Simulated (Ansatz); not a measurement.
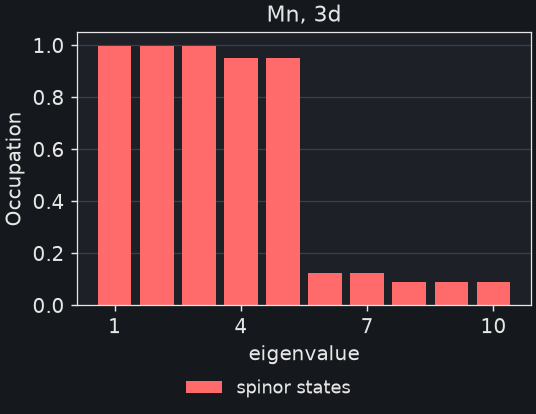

Write a caption with the findings.

Eigenvalues of the local occupation matrix of the d shell (Löwdin-orthogonalised atomic projectors). System: MnO, space group Fm-3m (No. 225), 2 atoms in the cell, MnO type. Method: DFT PBE, spin-orbit coupling, plane waves, PAW, 7×7×7 k mesh (Ansatz).

Counting eigenvalues over 0.6 as filled, Mn has 5 filled d states (d⁵); the eigenvalues sum to 5.4. The small eigenvalues come from mixing with neighbours' orbitals.

The run is magnetic, with a net spin moment of 4.7 μB a cell, so time reversal doesn't pair the spinor levels. Start of the run: spin-orbit coupling, direction held. Such runs often end in metastable states, so this need not be the lowest one. Moments were held by a constraint, so this isn't a free state.
